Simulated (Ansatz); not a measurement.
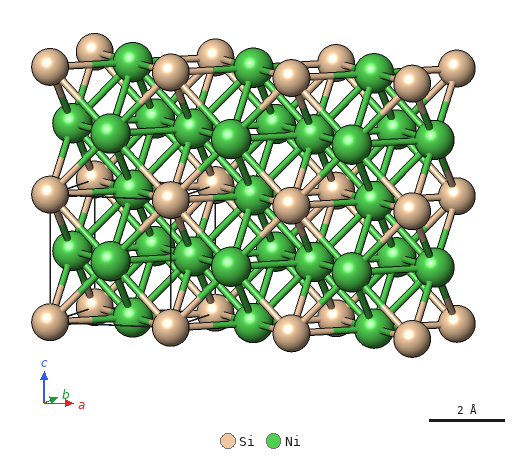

This is crystalline SiNi$_{3}$ (set up in Pm-3m). A ball-and-stick model of the cell of the calculation, repeated 3 × 1 × 2 with one cell outlined, seen slightly off an axis.

Method: DFT PBEsol, scalar-relativistic, plane waves, PAW in Ansatz 0.2.0. Set-up: plane-wave cutoff 420 eV; k-point mesh 12 × 12 × 12; occupations gaussian; smearing width 0.1 eV; no spin polarisation.

Now this is done to it. All lengths are scaled by +3.2 % (volume +10.0 %), the atoms keeping their fractional coordinates. No relaxation follows.

### Predict the response.

Some distances before and after: Ni–Si 2.447 → 2.526 Å, Ni–Ni 2.447 → 2.526 Å. The space group stays Pm-3m (No. 221). Energy change: +65.1 meV per atom. Pressure: 0.0 GPa before, −18.3 GPa after. All forces vanish by symmetry.

Drawn alike, the variant:

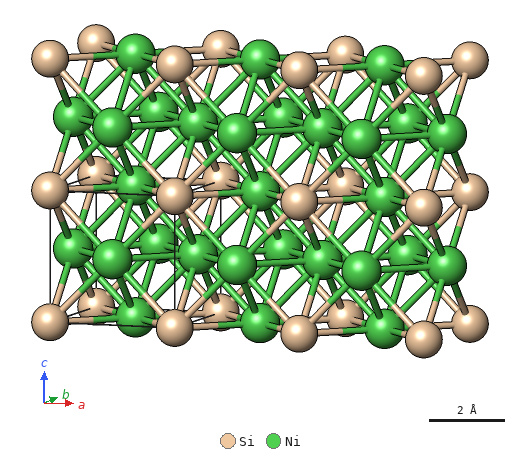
